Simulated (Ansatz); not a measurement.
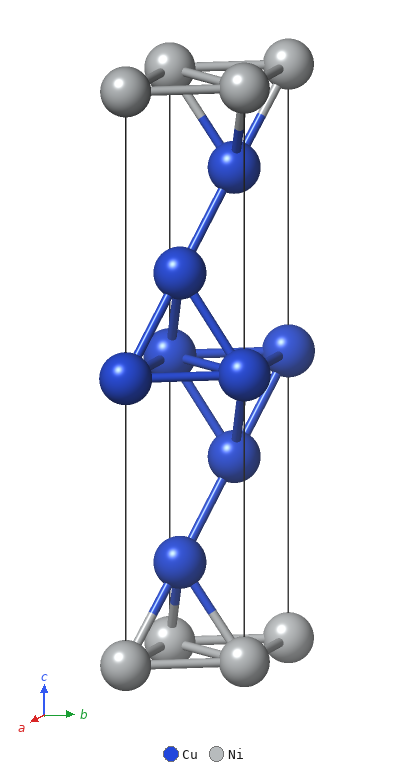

The image is a ball-and-stick drawing of a crystal, viewed slightly off an axis. Thin lines show the simulation cell, with boundary atoms drawn in all their periodic places.

```xyz
6
Lattice="2.5497 0.0000 0.0000 -1.2748 2.2081 0.0000 0.0000 0.0000 12.4957" Properties=species:S:1:pos:R:3 pbc="T T T"
Cu    0.0000    1.4721   10.4490
Cu    1.2748    0.7360    8.3482
Cu    1.2748    2.2081    6.2478
Cu    0.0000    1.4721    4.1475
Cu    1.2748    0.7360    2.0467
Ni    1.2748    2.2081   12.4957
```

The numbers come from DFT PBE, scalar-relativistic, plane waves, PAW in Ansatz, using wavefunction cutoff 420 eV, an 18×18×4 mesh of k-points, Gaussian smearing of 0.1 eV, no spin polarisation (a spin-restricted run, not always the ground state).

How charged are the atoms, by the Bader scheme?

Answer. Cu +0.01 e; Ni -0.05 e. Little charge moves, as in a metallic or covalent solid.

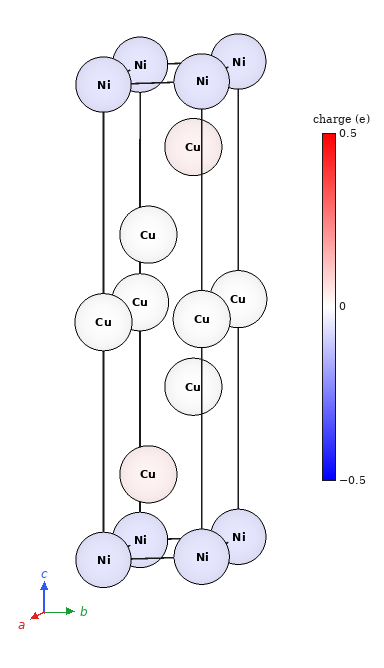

The atoms coloured by those charges.

The initial geometry was a structure type filled with these elements by a generator (whether the compound takes this form wasn't checked). Earlier steps of the study, as a rule a relaxation of our own, may have changed the cell and positions, so they can lie some per cent off the listed ones. Ansatz was used for an electronic-structure calculation on it.
